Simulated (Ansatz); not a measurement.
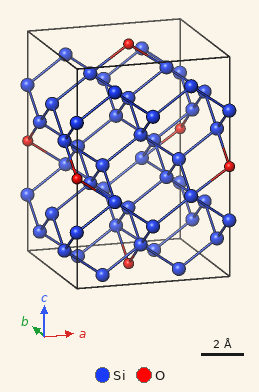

This is the input geometry for a relaxation of a defect cell of composition Si16O. The picture is a ball-and-stick view of the larger cell on standard axes (2 times the calculation's cell) (origin shifted), seen slightly off an axis.

It is an interstitial O in diamond Si. The run prepares an end point of a later path (interstitial hop) calculation, from a guessed geometry. The atoms of the start lie slightly off their symmetric places, so part of the fall in energy undoes that.

Computed with DFT PBEsol, scalar-relativistic, plane waves, PAW in Ansatz.

The input:
```yaml
crystal:
  lattice:
    - [0.0, 5.43, 5.43]
    - [5.43, 0.0, 5.43]
    - [5.43, 5.43, 0.0]
  atoms:
    - { symbol: Si, position: [0.0, 0.0, 0.0] }
    - { symbol: Si, position: [0.125, 0.125, 0.125] }
    - { symbol: Si, position: [0.0, 0.0, 0.5] }
    - { symbol: Si, position: [0.125, 0.125, 0.625] }
    - { symbol: Si, position: [0.0, 0.5, 0.0] }
    - { symbol: Si, position: [0.125, 0.625, 0.125] }
    - { symbol: Si, position: [0.0, 0.5, 0.5] }
    - { symbol: Si, position: [0.125, 0.625, 0.625] }
    - { symbol: Si, position: [0.5, 0.0, 0.0] }
    - { symbol: Si, position: [0.625, 0.125, 0.125] }
    - { symbol: Si, position: [0.5, 0.0, 0.5] }
    - { symbol: Si, position: [0.625, 0.125, 0.625] }
    - { symbol: Si, position: [0.5, 0.5, 0.0] }
    - { symbol: Si, position: [0.625, 0.625, 0.125] }
    - { symbol: Si, position: [0.5, 0.5, 0.5] }
    - { symbol: Si, position: [0.625, 0.625, 0.625] }
    - { symbol: O, position: [0.3809543, 0.8787542, 0.8717393], spin: 1.0 }
magnetization:
  spin_polarized: true
basis:
  ecutwfc: 420.0
kpoints:
  mp_grid: { grid: [2, 2, 2] }
hamiltonian:
  xc: pbesol
scf:
  occupations: { method: gaussian, width: 0.05 }
  lower_state_search: "off"
relax:
  f_tol: 0.03
  max_steps: 60
  adjacent_minimum: "off"
```

Launched with:
```bash
ansatz run input.yaml --threads 2 --pin off --max-ram 5120MiB --backend cpu --events-out ev --progress --plain --runs-dir out
```

Q: What does the optimiser find from here?

A: The energy falls by 3.483 eV per cell of the calculation in 17 geometry steps. Largest force component: 0.44 eV/Å at the start, 0.024 eV/Å at the end. The atom that moves furthest is O17 (1.39 Å along [−1 −1 −2]). Largest moves by element: O 1.39 Å, Si 0.39 Å. The lattice vectors keep their values. Near-neighbour distances that change, for instance: Si1–O17 2.389 → 3.530 Å, Si12–O17 2.662 → 1.662 Å, Si13–O17 2.375 → 3.060 Å, Si11–O17 2.331 → 1.662 Å. New bonds form, among them: Si12–O17 (2.66 → 1.66 Å). Among the angles between lasting bonds that change: Si9–Si10–Si11 109.5° → 91.9°, Si11–Si10–Si13 109.5° → 121.7°, Si9–Si14–Si13 109.5° → 118.8°. The program noted that the starting moments weren't kept. Cost: 2.9 min on 2 threads of Arm Neoverse V1 (shared host), peak memory 0.76 GiB.

The structure at the end:

```xyz
17
Lattice="0.0000 5.4300 5.4300 5.4300 0.0000 5.4300 5.4300 5.4300 0.0000" Properties=species:S:1:pos:R:3 pbc="T T T"
Si    0.0272    0.0684    0.0445
Si    1.4231    1.4009    1.3950
Si    2.7598    8.1205    5.3955
Si    4.1037    4.0261    1.3009
Si    2.7735    5.3888    8.0956
Si    4.0926    1.3323    4.0403
Si    5.4412    8.0330    8.0267
Si    6.8382    3.9533    3.9279
Si    0.2892    2.9564    2.7557
Si    1.5777    4.2970    4.1709
Si    7.9931    5.3836    7.8041
Si    4.3067    7.0515    4.0406
Si    8.1648    8.0988    5.4174
Si    4.1319    4.0137    6.7576
Si    5.2929    5.2587    5.1327
Si    6.5778    6.6722    6.4744
O     8.8716    6.7668    8.0803
```

After the run, drawn alike:

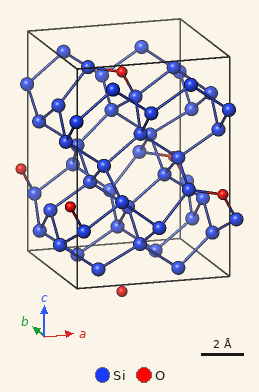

Limits of the set-up: the periodic images lie only 7.7 Å apart, so the values are limited by the cell's size.
